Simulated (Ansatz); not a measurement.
A structure file:

```xyz
4
Lattice="3.0919 0.0000 0.0000 -1.5460 2.6777 0.0000 0.0000 0.0000 5.0743" Properties=species:S:1:pos:R:3 pbc="T T T"
Si    0.0000    1.7851    5.0722
Si    1.5460    0.8926    2.5350
C     0.0000    1.7851    1.9050
C     1.5460    0.8926    4.4421
```

### Before looking at a picture, describe the arrangement of atoms.

It has the composition SiC. The structure has P6_3mc (No. 186) symmetry and a primitive hexagonal lattice. The arrangement is known as wurtzite. One cell contains 2 Si, 2 C, 4 atoms in all. The coordination shell of Si holds four C in a tetrahedral arrangement at 1.89 to 1.91 Å. C is linked to four Si in a tetrahedral arrangement at 1.89 to 1.91 Å. The bonds build a three-dimensional framework.

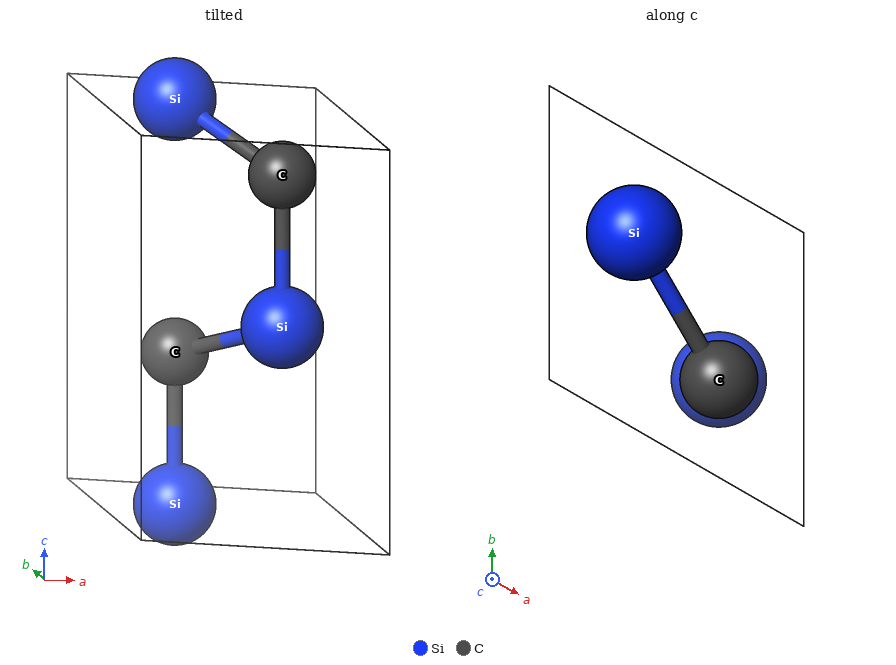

A ball-and-stick rendering, viewed slightly off an axis and along the c axis. The wireframe shows the conventional unit cell. Colours: silicon blue, carbon dark grey.

Its origin is a structure listed in the Materials Project. Earlier steps of the study, as a rule a relaxation of our own, may have changed the cell and positions, so they can lie some per cent off the listed ones. It was run through Ansatz as a DFT input.
